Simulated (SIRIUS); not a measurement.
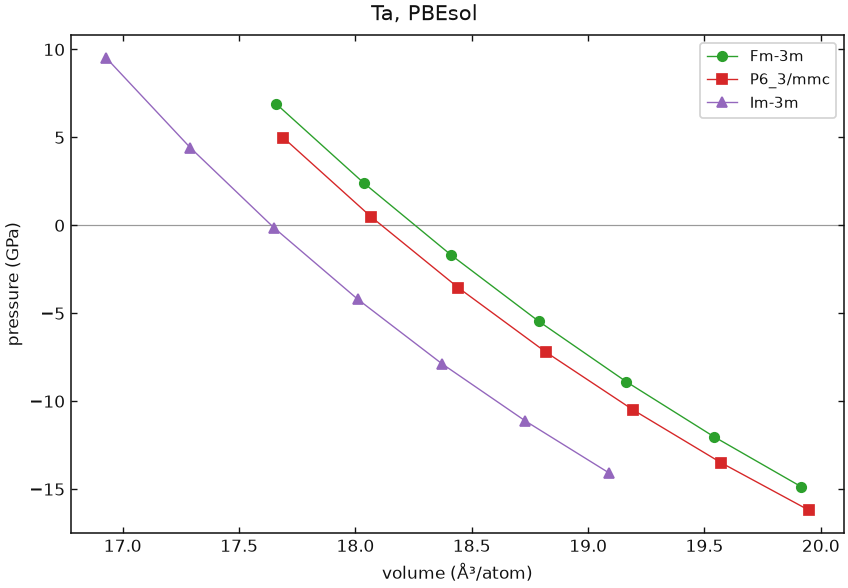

The picture above shows the pressure against volume, with one curve for each structure, for Ta.

Computed with SIRIUS 7.10.0: plane-wave DFT, no spin polarisation; energies at scaled volumes of the given cell, shape and fractions fixed, counted from the fit's minimum, third-order Birch-Murnaghan fit. Level: PBEsol.

occupations Fermi–Dirac; smearing width 0.05 eV; potentials dojo sr pbesol 0.4.1 standard; wave cutoff 806.7 eV; density cutoff 3227 eV.

Settings that differ: Fm-3m: k mesh 11×11×11; P6_3/mmc: k mesh 11×11×5; Im-3m: k mesh 11×11×11.

Question: Order the curves by fitted equilibrium volume, smallest first.

Answer: Im-3m 17.639, P6_3/mmc 18.110, Fm-3m 18.252 Å³/atom.

Question: Order the curves by fitted bulk modulus, smallest first.

Answer: Fm-3m 198.2, P6_3/mmc 202.5, Im-3m 211.6 GPa.

The computed values:

Fm-3m:
```tsv
volume (Å³/atom)	pressure (GPa)
17.66	6.88
18.04	2.39
18.41	-1.71
18.79	-5.47
19.16	-8.90
19.54	-12.02
19.92	-14.87
```

P6_3/mmc:
```tsv
volume (Å³/atom)	pressure (GPa)
17.69	4.98
18.07	0.49
18.44	-3.56
18.82	-7.22
19.19	-10.52
19.57	-13.51
19.95	-16.20
```

Im-3m:
```tsv
volume (Å³/atom)	pressure (GPa)
16.93	9.50
17.29	4.41
17.65	-0.15
18.01	-4.22
18.37	-7.87
18.73	-11.14
19.09	-14.10
```
